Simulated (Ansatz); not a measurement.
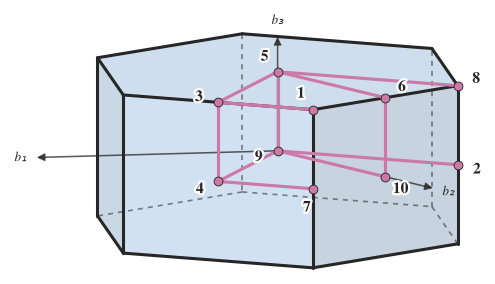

Crystal: F, the geometry relaxed with Ansatz, DFT PBEsol, scalar-relativistic, plane waves, PAW. The first Brillouin zone of a base-centred orthorhombic lattice (oC; extended symbol oC2) is drawn with its special points numbered. Geometry calculated from the standardised cell; symmetry tolerance 0.002 Å.

a = 6.571 Å, b = 3.660 Å, c = 6.690 Å, α = 90.00°, β = 90.00°, γ = 90.00°.

Labels and path follow the convention of Hinuma et al. (2017), as computed by seekpath; the arrows show the directions of the reciprocal primitive vectors b₁, b₂, b₃, in which coordinates are given.

Give the label and coordinates of each numbered point.

Answer.
```tsv
no.	label	coordinates
1	G₀	(0.328, 0.672, 1/2)
2	Δ₀	(−0.328, 0.328, 0)
3	T	(1/2, 1/2, 1/2)
4	Y	(1/2, 1/2, 0)
5	Z	(0, 0, 1/2)
6	R	(0, 1/2, 1/2)
7	F₀	(0.328, 0.672, 0)
8	B₀	(−0.328, 0.328, 1/2)
9	Γ	(0, 0, 0)
10	S	(0, 1/2, 0)
```
